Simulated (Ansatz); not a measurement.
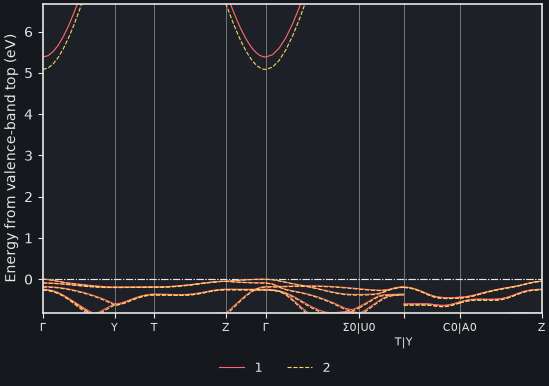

Band structures of NaF, space group Fdd2 (No. 43), 4 atoms in the cell, by two methods on the same cell. Each is counted from its own valence-band top.

### Which curve is which? The methods: PBE, LDA.

1 is PBE; 2 is LDA. PBE gives a gap of 5.38 eV along the path and LDA gives a gap of 5.08 eV along the path.

Settings. PBE: DFT PBE, scalar-relativistic, plane waves, PAW, no spin polarisation, 8×8×8 k mesh, 420 eV cutoff (Ansatz). LDA: DFT LDA, scalar-relativistic, plane waves, PAW, no spin polarisation, 8×8×8 k mesh, 420 eV cutoff, Gaussian smearing of 0.02 eV (Ansatz 0.2.0).

The structure is an invented one, so it need not be a known or stable phase.
